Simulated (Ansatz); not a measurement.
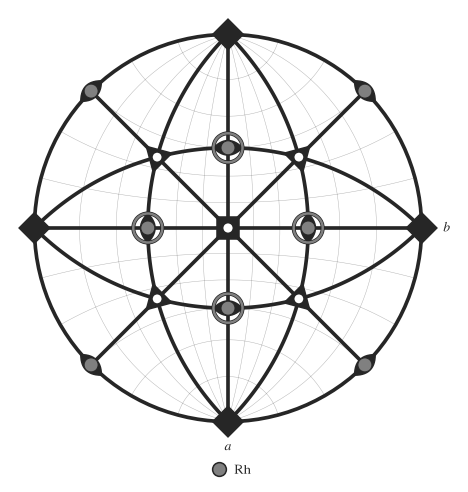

Directions from one rhodium atom at (0, 0, 0) to its bonded neighbours, in stereographic projection down c (filled: above the plane of the page or in it, open: below). Crystal: Rh, the geometry relaxed with DFT PBE, scalar-relativistic, plane waves, PAW in Ansatz. Symmetry computed with spglib at a tolerance of 0.002 Å; standard conventional cell.

Neighbours are counted up to 3.03 Å for Rh. The symmetry elements of the site are drawn in: heavy lines are mirror planes (a heavy rim: a mirror in the plane of the page); lens, triangle, square and hexagon are 2-, 3-, 4- and 6-fold axes, a lens in an open square is −4, a triangle in an open hexagon −6; thin dashed diameters join the ends of axes that lie in the page; a small open circle marks inversion.

```yaml
crystal:
  lattice:
    - [3.82994, 0.00000, 0.00000]
    - [0.00000, 3.82994, 0.00000]
    - [0.00000, 0.00000, 3.82994]
  atoms:
    - { symbol: Rh, position: [0.00000, 0.00000, 0.00000] }
    - { symbol: Rh, position: [0.00000, 0.50000, 0.50000] }
    - { symbol: Rh, position: [0.50000, 0.00000, 0.50000] }
    - { symbol: Rh, position: [0.50000, 0.50000, 0.00000] }
```

How many neighbours are there, and at what angles?

12: 12 Rh at 2.71 Å. Angles between bonds: 60° (24×), 90° (12×), 120° (24×), 180° (6×).

What is the site's symmetry in the crystal?

Point group m-3m (Oh), order 48: three fourfold axes, four threefold axes, six twofold axes, nine mirror planes, an inversion centre. In No. 225, Fm-3m this is Wyckoff position 4a.
